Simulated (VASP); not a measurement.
**Geometry relaxation, with input and output: RuSi (part 1 of 4)**

The run: geometry relaxation of RuSi (P2₁3, 8 atoms in the cell). Method and program: Kohn-Sham DFT of a periodic cell, LDA, VASP PAW LDA potentials, recommended, no spin polarisation (VASP 6.6.1).

The structure derives from a Materials Project entry.

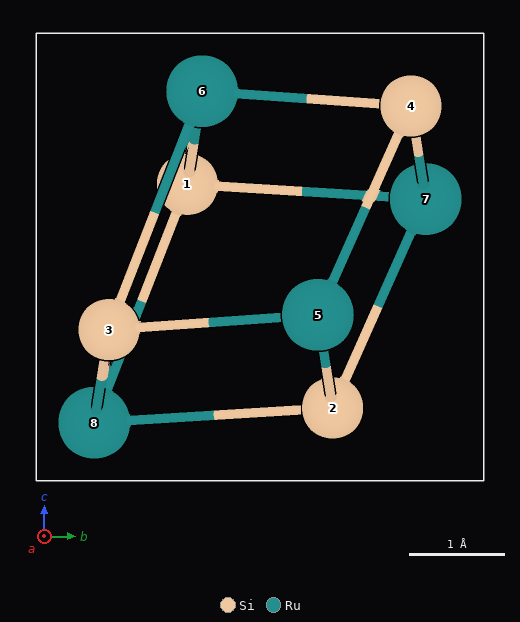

The input geometry (ball-and-stick view of the cell of the calculation, along the a axis; atoms are numbered from 1 in the order of the input).

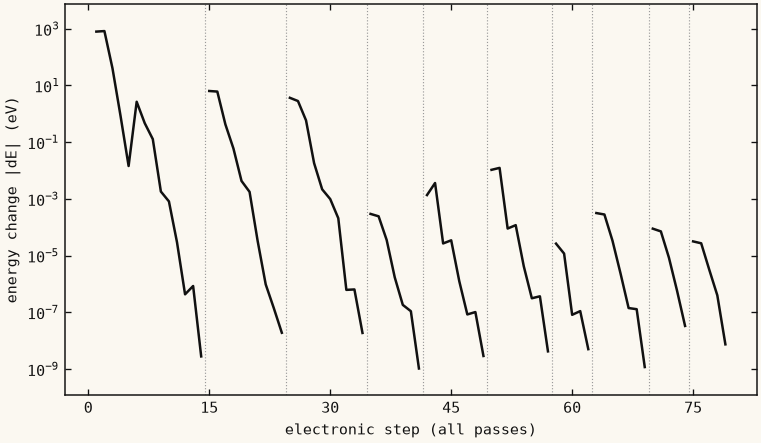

Convergence of the self-consistent field: energy change |dE| against the electronic step. Each stretch between dotted lines is the SCF of one geometry step of a relaxation. The 10 ionic steps take 5 to 14 electronic steps each. The density is held fixed in the first few steps, and dE rises again when its update begins.

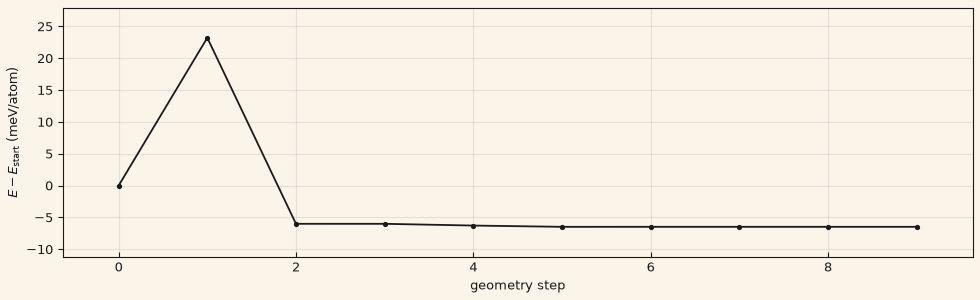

Progress of the relaxation, step by step (steps are counted from 0).

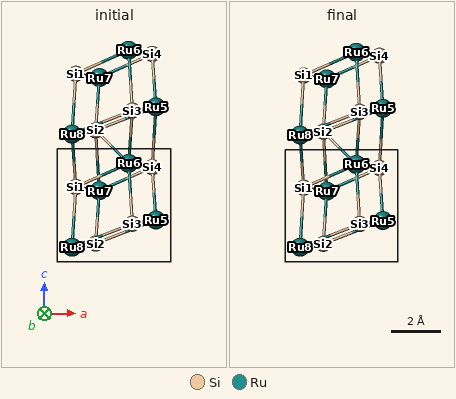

Before (left) and after (right) the relaxation, at one scale (ball-and-stick view of the cell of the calculation, repeated 1 × 1 × 2, along the b axis). The largest moves relative to the cell, 0.013 Å, are those of Ru5, Ru6, Ru7 and Ru8. Largest moves by element: Ru 0.013 Å, Si 0.005 Å. The volume changes by −2.6 %, with a = b = c 4.709 → 4.667 Å (−0.9 %). Distances before and after: Si1–Ru6 2.699 → 2.663 Å, Si1–Ru5 2.380 → 2.368 Å. The space group stays P2_13 (No. 198). Over 9 geometry steps the energy falls by 6.5 meV per atom. The largest force component goes from 0.031 to 0.0025 eV/Å. (Atoms are counted from 1 in the order of the input.)

The input and output of the run follow.

## INCAR
```
PREC = Accurate
ENCUT = 600
EDIFF = 1E-7
ISMEAR = 0
SIGMA = 0.1
LREAL = False
LASPH = True
NELM = 60
ALGO = Normal
ISIF = 3
LWAVE = False
LCHARG = False
GGA = CA
IBRION = 2
NSW = 90
EDIFFG = -0.005
```

## KPOINTS
```
Automatic mesh
0
Gamma
  8 8 8
```

## POSCAR
```
SiRu
1.0
    4.7085953800      0.0000000000      0.0000000000
    0.0000000000      4.7085953800      0.0000000000
    0.0000000000      0.0000000000      4.7085953800
Si Ru
4 4
Direct
    0.1624222700      0.3375777300      0.6624222700
    0.3375777300      0.6624222700      0.1624222700
    0.6624222700      0.1624222700      0.3375777300
    0.8375777300      0.8375777300      0.8375777300
    0.8705944900      0.6294055100      0.3705944900
    0.6294055100      0.3705944900      0.8705944900
    0.3705944900      0.8705944900      0.6294055100
    0.1294055100      0.1294055100      0.1294055100
```

Run as:
```bash
cat potpaw_LDA.64/Si/POTCAR potpaw_LDA.64/Ru_pv/POTCAR > POTCAR
mpirun -np 1 vasp_std > vasp.out
```

## OSZICAR
```
N       E                     dE             d eps       ncg     rms          rms(c)
DAV:   1     0.788127856358E+03    0.78813E+03   -0.44234E+04  3894   0.190E+03
DAV:   2    -0.344597761688E+02   -0.82259E+03   -0.80611E+03  3966   0.523E+02
DAV:   3    -0.745005029291E+02   -0.40041E+02   -0.39286E+02  4820   0.102E+02
DAV:   4    -0.753365555039E+02   -0.83605E+00   -0.83338E+00  4636   0.134E+01
DAV:   5    -0.753508968509E+02   -0.14341E-01   -0.14333E-01  4980   0.187E+00    0.329E+01
DAV:   6    -0.727083842323E+02    0.26425E+01   -0.21208E+01  4392   0.262E+01    0.737E+00
DAV:   7    -0.722439809491E+02    0.46440E+00   -0.31049E+00  4384   0.983E+00    0.753E+00
DAV:   8    -0.721168560225E+02    0.12712E+00   -0.45447E-01  4235   0.361E+00    0.724E-01
DAV:   9    -0.721150515287E+02    0.18045E-02   -0.19755E-02  4881   0.690E-01    0.436E-01
DAV:  10    -0.721142420774E+02    0.80945E-03   -0.26541E-03  4406   0.337E-01    0.135E-01
DAV:  11    -0.721142127016E+02    0.29376E-04   -0.28660E-04  4502   0.876E-02    0.561E-02
DAV:  12    -0.721142122745E+02    0.42711E-06   -0.18391E-05  4438   0.256E-02    0.131E-02
DAV:  13    -0.721142114348E+02    0.83973E-06   -0.39367E-06  4686   0.122E-02    0.488E-03
DAV:  14    -0.721142114376E+02   -0.27603E-08   -0.12555E-07  2697   0.203E-03
   1 F= -.72114211E+02 E0= -.72112706E+02  d E =-.721142E+02
       N       E                     dE             d eps       ncg     rms          rms(c)
DAV:   1    -0.784534078143E+02   -0.63392E+01   -0.12652E+02  4060   0.872E+01    0.307E+01
DAV:   2    -0.724037834506E+02    0.60496E+01   -0.43963E+01  4110   0.419E+01    0.866E+00
DAV:   3    -0.719816991117E+02    0.42208E+00   -0.21798E+00  4127   0.868E+00    0.295E+00
DAV:   4    -0.719224644710E+02    0.59235E-01   -0.36765E-01  4139   0.290E+00    0.152E+00
DAV:   5    -0.719267279092E+02   -0.42634E-02   -0.95560E-03  4633   0.559E-01    0.105E+00
DAV:   6    -0.719284814563E+02   -0.17535E-02   -0.66858E-03  4408   0.359E-01    0.627E-02
DAV:   7    -0.719284487804E+02    0.32676E-04   -0.28384E-04  4386   0.715E-02    0.311E-02
DAV:   8    -0.719284478220E+02    0.95837E-06   -0.18543E-05  4941   0.203E-02    0.164E-02
DAV:   9    -0.719284476816E+02    0.14047E-06   -0.21089E-06  4419   0.886E-03    0.544E-03
DAV:  10    -0.719284477004E+02   -0.18830E-07   -0.19671E-07  2741   0.240E-03
   2 F= -.71928448E+02 E0= -.71927403E+02  d E =0.185764E+00
       N       E                     dE             d eps       ncg     rms          rms(c)
DAV:   1    -0.755709617227E+02   -0.36425E+01   -0.62043E+01  3970   0.625E+01    0.158E+01
DAV:   2    -0.727646097253E+02    0.28064E+01   -0.33924E+01  4109   0.339E+01    0.559E+00
DAV:   3    -0.721812750806E+02    0.58333E+00   -0.25100E+00  4106   0.895E+00    0.182E+00
DAV:   4    -0.721631705430E+02    0.18105E-01   -0.30793E-01  4274   0.191E+00    0.974E-01
DAV:   5    -0.721610112376E+02    0.21593E-02   -0.49407E-02  4338   0.140E+00    0.363E-01
DAV:   6    -0.721619897032E+02   -0.97847E-03   -0.37012E-03  4452   0.335E-01    0.117E-01
DAV:   7    -0.721621962616E+02   -0.20656E-03   -0.43888E-04  4958   0.101E-01    0.318E-02
DAV:   8    -0.721621968751E+02   -0.61350E-06   -0.38646E-05  4522   0.328E-02    0.156E-02
DAV:   9    -0.721621962396E+02    0.63550E-06   -0.70745E-06  4482   0.170E-02    0.292E-03
DAV:  10    -0.721621962211E+02    0.18552E-07   -0.25017E-07  3155   0.245E-03
   3 F= -.72162196E+02 E0= -.72160863E+02  d E =-.479848E-01
       N       E                     dE             d eps       ncg     rms          rms(c)
DAV:   1    -0.721624894162E+02   -0.29318E-03   -0.51511E-03  4024   0.561E-01    0.162E-01
DAV:   2    -0.721622481161E+02    0.24130E-03   -0.23280E-03  4122   0.292E-01    0.519E-02
DAV:   3    -0.721622129634E+02    0.35153E-04   -0.16326E-04  4146   0.731E-02    0.128E-02
DAV:   4    -0.721622112600E+02    0.17035E-05   -0.22800E-05  4162   0.176E-02    0.439E-03
DAV:   5    -0.721622110787E+02    0.18129E-06   -0.19053E-06  4043   0.770E-03    0.431E-03
DAV:   6    -0.721622111871E+02   -0.10848E-06   -0.18408E-07  3029   0.232E-03    0.425E-04
DAV:   7    -0.721622111861E+02    0.10341E-08   -0.21938E-08  2097   0.795E-04
   4 F= -.72162211E+02 E0= -.72160881E+02  d E =-.479997E-01
       N       E                     dE             d eps       ncg     rms          rms(c)
DAV:   1    -0.721608574911E+02    0.13537E-02   -0.74198E-01  4709   0.983E+00    0.275E-01
DAV:   2    -0.721644614261E+02   -0.36039E-02   -0.50293E-02  3876   0.155E+00    0.865E-02
DAV:   3    -0.721644347921E+02    0.26634E-04   -0.74345E-04  4902   0.163E-01    0.547E-02
DAV:   4    -0.721644004826E+02    0.34310E-04   -0.18776E-04  4161   0.620E-02    0.149E-02
DAV:   5    -0.721643992304E+02    0.12522E-05   -0.15872E-05  4266   0.225E-02    0.142E-02
DAV:   6    -0.721643993138E+02   -0.83444E-07   -0.26844E-06  4553   0.107E-02    0.510E-03
DAV:   7    -0.721643992126E+02    0.10126E-06   -0.77743E-07  3914   0.471E-03    0.518E-04
DAV:   8    -0.721643992154E+02   -0.28585E-08   -0.35539E-08  2202   0.111E-03
   5 F= -.72164399E+02 E0= -.72163063E+02  d E =-.218803E-02
       N       E                     dE             d eps       ncg     rms          rms(c)
DAV:   1    -0.721538948451E+02    0.10504E-01   -0.25360E+00  4709   0.182E+01    0.513E-01
DAV:   2    -0.721662135887E+02   -0.12319E-01   -0.17227E-01  3876   0.287E+00    0.159E-01
DAV:   3    -0.721661242521E+02    0.89337E-04   -0.25598E-03  4902   0.304E-01    0.101E-01
DAV:   4    -0.721660067043E+02    0.11755E-03   -0.64407E-04  4153   0.114E-01    0.275E-02
DAV:   5    -0.721660025196E+02    0.41848E-05   -0.53326E-05  4282   0.413E-02    0.262E-02
DAV:   6    -0.721660028297E+02   -0.31016E-06   -0.91439E-06  4545   0.197E-02    0.916E-03
DAV:   7    -0.721660024659E+02    0.36387E-06   -0.27338E-06  4397   0.881E-03    0.999E-04
DAV:   8    -0.721660024700E+02   -0.41573E-08   -0.11642E-07  2333   0.196E-03
   6 F= -.72166002E+02 E0= -.72164636E+02  d E =-.379128E-02
       N       E                     dE             d eps       ncg     rms          rms(c)
DAV:   1    -0.721659762229E+02    0.26243E-04   -0.24154E-03  4709   0.561E-01    0.155E-02
DAV:   2    -0.721659879143E+02   -0.11691E-04   -0.16247E-04  3924   0.884E-02    0.495E-03
DAV:   3    -0.721659878333E+02    0.80994E-07   -0.24037E-06  4924   0.923E-03    0.315E-03
DAV:   4    -0.721659877240E+02    0.10928E-06   -0.60477E-07  3735   0.355E-03    0.837E-04
DAV:   5    -0.721659877191E+02    0.49722E-08   -0.51910E-08  2106   0.147E-03
   7 F= -.72165988E+02 E0= -.72164620E+02  d E =-.377653E-02
       N       E                     dE             d eps       ncg     rms          rms(c)
DAV:   1    -0.721663018975E+02   -0.31417E-03   -0.88942E-03  4067   0.864E-01    0.172E-01
DAV:   2    -0.721660226913E+02    0.27921E-03   -0.26499E-03  4093   0.320E-01    0.498E-02
DAV:   3    -0.721659893900E+02    0.33301E-04   -0.16759E-04  4120   0.758E-02    0.145E-02
DAV:   4    -0.721659870759E+02    0.23141E-05   -0.27607E-05  4359   0.214E-02    0.500E-03
DAV:   5    -0.721659869356E+02    0.14022E-06   -0.19156E-06  4176   0.771E-03    0.495E-03
DAV:   6    -0.721659870634E+02   -0.12773E-06   -0.22466E-07  3285   0.257E-03    0.454E-04
DAV:   7    -0.721659870622E+02    0.11632E-08   -0.24962E-08  2148   0.875E-04
   8 F= -.72165987E+02 E0= -.72164628E+02  d E =0.656873E-06
       N       E                     dE             d eps       ncg     rms          rms(c)
DAV:   1    -0.721660754516E+02   -0.88388E-04   -0.22483E-03  4067   0.434E-01    0.864E-02
DAV:   2    -0.721660046820E+02    0.70770E-04   -0.66973E-04  4093   0.161E-01    0.252E-02
DAV:   3    -0.721659963069E+02    0.83751E-05   -0.42257E-05  4114   0.381E-02    0.726E-03
DAV:   4    -0.721659957243E+02    0.58264E-06   -0.69087E-06  4340   0.107E-02    0.253E-03
DAV:   5    -0.721659956915E+02    0.32791E-07   -0.47037E-07  3952   0.384E-03
   9 F= -.72165996E+02 E0= -.72164632E+02  d E =-.797241E-05
       N       E                     dE             d eps       ncg     rms          rms(c)
DAV:   1    -0.721660271521E+02   -0.31428E-04   -0.15180E-03  3894   0.347E-01    0.553E-02
DAV:   2    -0.721660001911E+02    0.26961E-04   -0.27226E-04  4070   0.103E-01    0.153E-02
DAV:   3    -0.721659970313E+02    0.31597E-05   -0.16152E-05  4289   0.235E-02    0.562E-03
DAV:   4    -0.721659966379E+02    0.39344E-06   -0.34221E-06  4232   0.814E-03    0.199E-03
DAV:   5    -0.721659966305E+02    0.73496E-08   -0.16206E-07  2703   0.213E-03
  10 F= -.72165997E+02 E0= -.72164647E+02  d E =-.939068E-06
```

## Parts of OUTCAR
```
PREC = Accurate
   ENCUT = 600
   EDIFF = 1E-7
   ISMEAR = 0
   LREAL = False
   LASPH = True
   NELM = 60
   ISIF = 3
   GGA = CA
   IBRION = 2
   NSW = 90
   EDIFFG = -0.005

 ion  position               nearest neighbor table
   1  0.162  0.338  0.662-   5 2.38   6 2.41   7 2.41   8 2.41   7 2.70   6 2.70   8 2.70   2 2.93
                             2 2.93   3 2.93   4 2.93   3 2.93   4 2.93
   2  0.338  0.662  0.162-   6 2.38   5 2.41   8 2.41   7 2.41   5 2.70   8 2.70   7 2.70   1 2.93
                             1 2.93   3 2.93   3 2.93   4 2.93   4 2.93
   3  0.662  0.162  0.338-   7 2.38   5 2.41   8 2.41   6 2.41   5 2.70   8 2.70   6 2.70   1 2.93
                             4 2.93   2 2.93   2 2.93   1 2.93   4 2.93
   4  0.838  0.838  0.838-   8 2.38   7 2.41   6 2.41   5 2.41   7 2.70   6 2.70   5 2.70   2 2.93
                             3 2.93   1 2.93   3 2.93   1 2.93   2 2.93
   5  0.871  0.629  0.371-   1 2.38   2 2.41   3 2.41   4 2.41   3 2.70   2 2.70   4 2.70   8 2.88
                             6 2.88   6 2.88   8 2.88   7 2.88   7 2.88
   6  0.629  0.371  0.871-   2 2.38   1 2.41   4 2.41   3 2.41   1 2.70   4 2.70   3 2.70   8 2.88
                             5 2.88   5 2.88   7 2.88   7 2.88   8 2.88
   7  0.371  0.871  0.629-   3 2.38   1 2.41   4 2.41   2 2.41   1 2.70   4 2.70   2 2.70   8 2.88
                             8 2.88   5 2.88   6 2.88   6 2.88   5 2.88
   8  0.129  0.129  0.129-   4 2.38   3 2.41   2 2.41   1 2.41   3 2.70   2 2.70   1 2.70   5 2.88
                             6 2.88   7 2.88   7 2.88   5 2.88   6 2.88

  LATTYP: Found a simple cubic cell.
 ALAT       =     4.7085953800

  Lattice vectors:

 A1 = (   4.7085953800,   0.0000000000,   0.0000000000)
 A2 = (   0.0000000000,   4.7085953800,   0.0000000000)
 A3 = (   0.0000000000,   0.0000000000,   4.7085953800)

Analysis of symmetry for initial positions (statically):
=====================================================================
 Subroutine PRICEL returns:
 Original cell was already a primitive cell.

 Routine SETGRP: Setting up the symmetry group for a
 simple cubic supercell.

 Subroutine GETGRP returns: Found 12 space group operations
 (whereof  3 operations were pure point group operations)
 out of a pool of 48 trial point group operations.

The static configuration has the point symmetry C_3 .
 The point group associated with its full space group is T   .

Analysis of symmetry for dynamics (positions and initial velocities):
=====================================================================
 Subroutine PRICEL returns:
 Original cell was already a primitive cell.

 Routine SETGRP: Setting up the symmetry group for a
 simple cubic supercell.

 Subroutine GETGRP returns: Found 12 space group operations
 (whereof  3 operations were pure point group operations)
 out of a pool of 48 trial point group operations.

The dynamic configuration has the point symmetry C_3 .
 The point group associated with its full space group is T   .

 Subroutine INISYM returns: Found 12 space group operations
 (whereof  3 operations are pure point group operations),
 and found     1 'primitive' translations

----------------------------------------------------------------------------------------

                                     Primitive cell

  volume of cell :     104.3937

  direct lattice vectors                    reciprocal lattice vectors
     4.708595380  0.000000000  0.000000000     0.212377560  0.000000000  0.000000000
     0.000000000  4.708595380  0.000000000     0.000000000  0.212377560  0.000000000
     0.000000000  0.000000000  4.708595380     0.000000000  0.000000000  0.212377560

  length of vectors
     4.708595380  4.708595380  4.708595380     0.212377560  0.212377560  0.212377560

  position of ions in fractional coordinates (direct lattice)
     0.162422270  0.337577730  0.662422270
     0.337577730  0.662422270  0.162422270
     0.662422270  0.162422270  0.337577730
     0.837577730  0.837577730  0.837577730
     0.870594490  0.629405510  0.370594490
     0.629405510  0.370594490  0.870594490
     0.370594490  0.870594490  0.629405510
     0.129405510  0.129405510  0.129405510

  ion indices of the primitive-cell ions
   primitive index   ion index
                 1           1
                 2           2
                 3           3
                 4           4
                 5           5
                 6           6
                 7           7
                 8           8

----------------------------------------------------------------------------------------

 KPOINTS: Automatic mesh

Automatic generation of k-mesh.
 Grid dimensions read from file:
 generate k-points for:    8    8    8

 Generating k-lattice:

  Cartesian coordinates                     Fractional coordinates (reciprocal lattice)
     0.026547195  0.000000000  0.000000000     0.125000000  0.000000000  0.000000000
     0.000000000  0.026547195  0.000000000     0.000000000  0.125000000  0.000000000
     0.000000000  0.000000000  0.026547195     0.000000000  0.000000000  0.125000000

  Length of vectors
     0.026547195  0.026547195  0.026547195

  Shift w.r.t. Gamma in fractional coordinates (k-lattice)
     0.000000000  0.000000000  0.000000000

 Subroutine IBZKPT returns following result:
 ===========================================

 Found     45 irreducible k-points:

 Following reciprocal coordinates:
            Coordinates               Weight
  0.000000  0.000000  0.000000      1.000000
  0.125000  0.000000  0.000000      6.000000
  0.250000  0.000000  0.000000      6.000000
  0.375000  0.000000  0.000000      6.000000
  0.500000  0.000000  0.000000      3.000000
  0.125000  0.125000  0.000000     12.000000
  0.250000  0.125000  0.000000     12.000000
 -0.125000  0.250000  0.000000     12.000000
  0.375000  0.125000  0.000000     12.000000
 -0.125000  0.375000  0.000000     12.000000
  0.500000  0.125000  0.000000      6.000000
 -0.125000  0.500000  0.000000      6.000000
  0.250000  0.250000  0.000000     12.000000
  0.375000  0.250000  0.000000     12.000000
 -0.250000  0.375000  0.000000     12.000000
  0.500000  0.250000  0.000000      6.000000
 -0.250000  0.500000  0.000000      6.000000
  0.375000  0.375000  0.000000     12.000000
  0.500000  0.375000  0.000000      6.000000
 -0.375000  0.500000  0.000000      6.000000
  0.500000  0.500000  0.000000      3.000000
  0.125000  0.125000  0.125000      8.000000
  0.250000  0.125000  0.125000     24.000000
  0.375000  0.125000  0.125000     24.000000
 [... further k-points ...]
```
